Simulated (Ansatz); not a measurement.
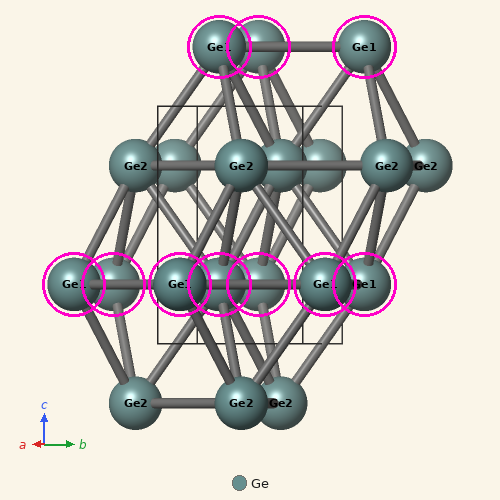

The system is Ge (Cmcm, No. 63; 2 atoms in the cell); the picture shows the reference structure. Atom Ge1 is moved over a plane while all other atoms and the cell stay fixed (its periodic images move with it) (x along [1 0 0], y along [0 1 0], z along [0 0 1] of the conventional cell). Coordinates scanned: (1) shift of Ge1 along the Cartesian direction [1 1 0]; (2) shift of Ge1 along z. The scan uses a 5 × 5 grid; 15 points were computed and 10 follow by symmetry. Points are written as (first, second). Energies: eV per cell, counted from the lowest grid point. The reference cell is the one listed in the database, not relaxed at this level. Computed with DFT PBEsol+D3(BJ), scalar-relativistic, plane waves, PAW (Ansatz). Settings: cutoff 420 eV, k-mesh 18×18×10 in the order of the run's cell vectors, gaussian smearing 0.15 eV, no spin polarisation.

Its coordinates:

```
CELL_PARAMETERS angstrom
1.48805 -2.59469 0.00000
1.48805 2.59469 0.00000
0.00000 0.00000 4.72760
ATOMIC_POSITIONS crystal
Ge 0.66655 0.33345 0.25000
Ge 0.33345 0.66655 0.75000
```

Range: shift of Ge1 along the Cartesian direction [1 1 0] from −0.450 to 0.450 Å; shift of Ge1 along z from −0.450 to 0.450 Å.

Predict the map.

The lowest grid point is at (0.000 Å, 0.000 Å). The energy also falls towards the edge at (−0.450 Å, 0.000 Å) (0.0008 eV above the lowest), where a further well may lie outside the range. The highest grid point, (−0.450 Å, −0.450 Å), lies 0.491 eV above the lowest.

| second ↓, first → | −0.450 | −0.225 | 0.000 | 0.225 | 0.450 |
| --- | --- | --- | --- | --- | --- |
| 0.450 | 0.491 | 0.354 | 0.313 | 0.339 | 0.405 |
| 0.225 | 0.107 | 0.076 | 0.067 | 0.073 | 0.088 |
| 0.000 | 0.001 | 0.001 | 0.000 | 0.001 | 0.004 |
| −0.225 | 0.107 | 0.076 | 0.067 | 0.073 | 0.088 |
| −0.450 | 0.491 | 0.354 | 0.313 | 0.339 | 0.405 |

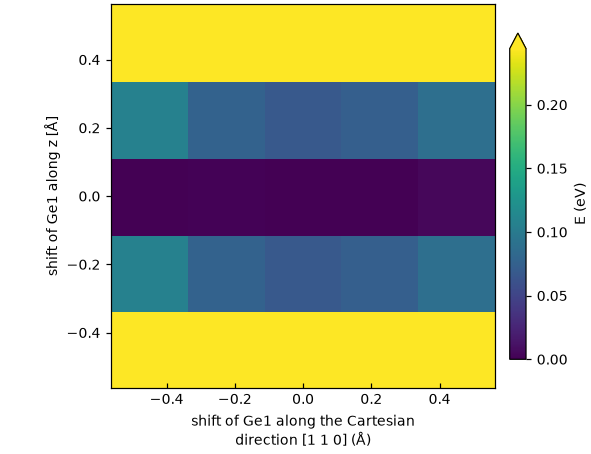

The picture shows one coloured cell a grid point, one colour for all values above the top of the scale.
